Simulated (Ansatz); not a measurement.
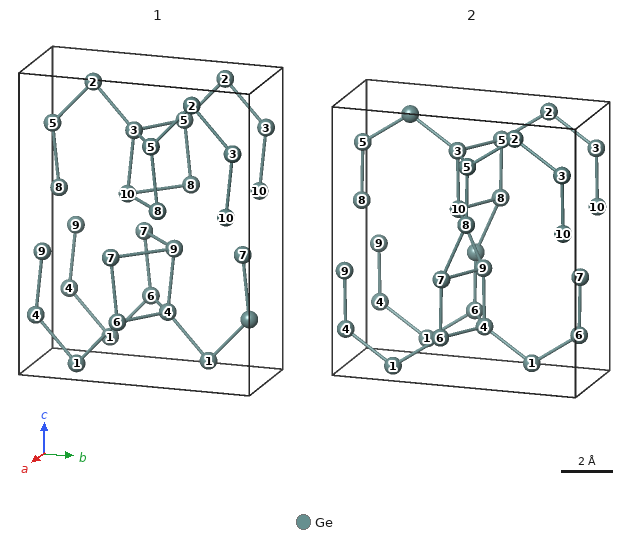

Two geometries of solid Ge (a generated structure, set up in Cmme) (coarse preliminary run), drawn at one scale. One is the start of a relaxation, the other its converged end. The picture is a ball-and-stick view of the conventional cell (2 times the calculation's cell), seen slightly off an axis. Lengths and directions refer to the drawn axes.

Method: DFT PBE, scalar-relativistic, plane waves, PAW (Ansatz 0.2.0). Settings: plane-wave cutoff 420 eV; k-point mesh 4 × 4 × 2; occupations gaussian; smearing width 0.1 eV; no spin polarisation; cell and atoms relaxed; force threshold 0.04 eV/Å; at most 70 steps.

Question: Which geometry has the lower energy?

Answer: Structure 1 is the relaxed one. The largest moves relative to the cell, 0.56 Å, are those of Ge7, Ge8, Ge9 and Ge10. Ge7 goes along [0 −2 1]. The volume changes by +4.0 %, with a 4.208 → 4.111 Å (−2.3 %), b 10.154 → 9.614 Å (−5.3 %), c 11.016 → 12.379 Å (+12.4 %). Near-neighbour distances that change, for instance: Ge7–Ge9 2.344 → 2.836 Å, Ge7–Ge8 2.552 → 2.854 Å, Ge3–Ge10 2.390 → 2.640 Å, Ge1–Ge4 2.380 → 2.509 Å. Among the angles between lasting bonds that change: Ge10–Ge8–Ge10 127.7° → 92.9°, Ge3–Ge2–Ge5 112.2° → 85.5°, Ge5–Ge3–Ge5 123.7° → 111.4°. The space group stays Cmme (No. 67). Over 9 accepted moves (13 points after the start) the energy falls by 341 meV per atom. Largest force component: 2 eV/Å at the start, 0.025 eV/Å at the end. The pressure goes from 13.10 to 0.01 GPa. The line search rejected the trial steps at points 6, 11 of the run. At 2 points the geometry stayed and the basis and grid were re-selected for the new cell (energy shift of 1.5 meV per atom at most each time). Cost: 4.4 min on 1 thread of Arm Neoverse V1 (shared host), peak memory 0.58 GiB.
